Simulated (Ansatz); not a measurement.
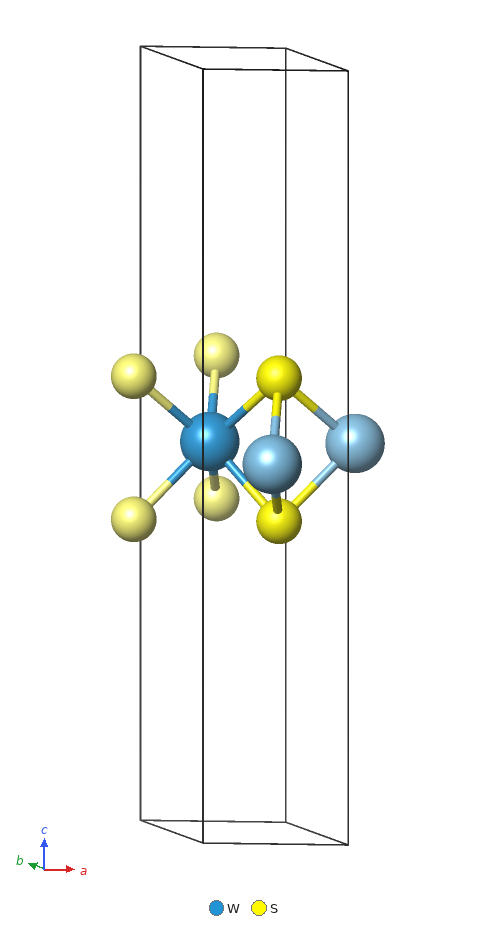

Drawn in the ball-and-stick manner and seen from the side at a slight tilt. The edges of the simulation cell are marked. The first bonded neighbours in the surrounding cells are also shown, in fainter colours.

WS2, a = 3.15 Å, b = 3.19 Å, c = 16.95 Å, α = 90.00°, β = 90.00°, γ = 119.57°.

The numbers come from DFT PBEsol, scalar-relativistic, plane waves, PAW (Ansatz), using plane waves up to 420 eV, Brillouin-zone sampling on a 12×12×2 mesh, Gaussian smearing of 0.05 eV, no spin polarisation.

What is the electronic character?

A semiconductor at this level, with a gap of 1.84 eV on the k-mesh (the true edges may lie between mesh points, so the gap can be somewhat smaller).

The model was built from a structure listed in the Materials Project. The cell was then strained or its atoms displaced on purpose. A calculation with Ansatz used it as input.
